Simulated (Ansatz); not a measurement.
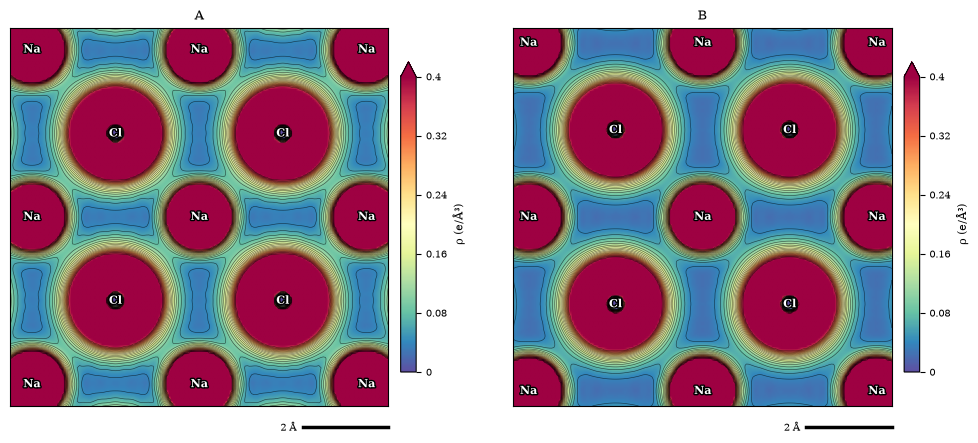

NaCl. The valence pseudo-density of two cells that differ in size, on the (101) plane of each (indices in the axes of the calculation cell), at one length scale and on one colour scale; one has 21.2 and the other 23.9 Å³ an atom.

Level of theory: Ansatz 0.2.0, DFT HSE06, scalar-relativistic, plane waves, PAW.

The density is the valence pseudo-density of a PAW calculation; it isn't the true density close to the nuclei.

### Which panel shows the smaller cell, and what does the compression change?

Panel A is the smaller cell, by 11 % in volume. From the larger cell to the smaller, Na–Cl goes from 2.88 to 2.77 Å, and the density at its midpoint from 0.12 to 0.15 e/Å³; the pressure goes from −1.3 to 1.8 GPa; the Kohn–Sham gap goes from 6.2 eV to 6.7 eV.
